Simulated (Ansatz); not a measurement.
# Al₂As₅: what the fields show

```cif
data_structure
_symmetry_space_group_name_H-M 'P 1'
_symmetry_Int_Tables_number 1
_cell_length_a 3.9646
_cell_length_b 3.9646
_cell_length_c 23.7161
_cell_angle_alpha 90.000
_cell_angle_beta 90.000
_cell_angle_gamma 120.000
_cell_volume 322.83
loop_
_atom_site_label
_atom_site_type_symbol
_atom_site_fract_x
_atom_site_fract_y
_atom_site_fract_z
_atom_site_occupancy
Al1 Al 0.00000 0.00000 0.42447 1
Al2 Al 0.66667 0.33333 0.28332 1
Al3 Al 0.33333 0.66667 0.14203 1
Al4 Al 0.00000 0.00000 0.00074 1
As1 As 0.33333 0.66667 0.46315 1
As2 As 0.00000 0.00000 0.31877 1
As3 As 0.66667 0.33333 0.17753 1
As4 As 0.33333 0.66667 0.03614 1
As5 As 0.00000 0.00000 0.89412 1
As6 As 0.33333 0.66667 0.84317 1
As7 As 0.33333 0.66667 0.69340 1
As8 As 0.66667 0.33333 0.74674 1
As9 As 0.66667 0.33333 0.55445 1
As10 As 0.00000 0.00000 0.60747 1
```

Space group P3m1; a generated structure, not necessarily the stable one.

These are results of DFT PBE, scalar-relativistic, plane waves, PAW in Ansatz 0.2.0, not measurements.

In a PAW calculation such maps are meaningful between the atoms, not at the nuclei.

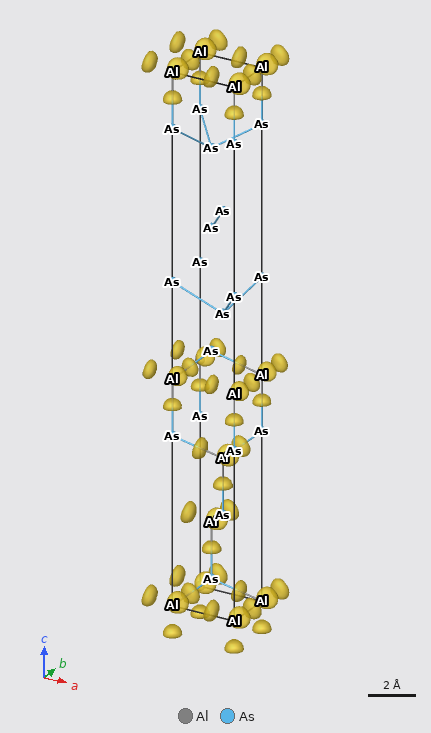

Figure 1. Isosurface of the electron localisation function at 0.85 (yellow), seen slightly off an axis. Only the valence region is drawn (cores and ρ < 0.01 e/Å³ removed). Sticks mark near contacts.

Question: Describe the localisation domains.

Answer: The surface consists of 16 regions between bonded Al–As atoms, counted in one cell of 14 atoms. Any copies at cell faces, edges or corners count once. Profiles from the grid: Al–As (2.44 Å): the ELF peaks at about 0.90 between the atoms. As–As (2.59 Å): the ELF peaks at about 0.70 between the atoms.

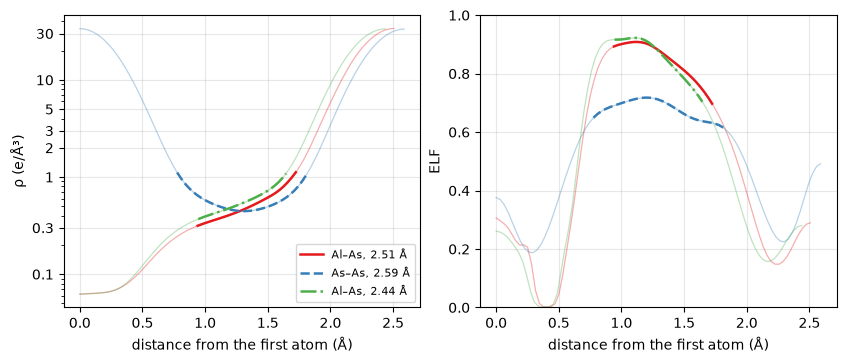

Figure 2. Valence pseudo-density and ELF along straight lines between neighbouring atoms. Thin, pale parts lie inside the atomic spheres.

Question: What can be read from the curves?

Answer: Al–As (2.51 Å): ρ at the midpoint is about 0.43 e/Å³; the ELF peaks at about 0.90 between the atoms.
As–As (2.59 Å): ρ at the midpoint is about 0.45 e/Å³; the ELF peaks at about 0.70 between the atoms.
Al–As (2.44 Å): the density is about 0.49 e/Å³ at the midpoint; the ELF peaks at about 0.90 between the atoms.

Question: Metal or insulator at this level of theory?

Answer: It is metallic or semimetallic at this level of theory: no gap opens.
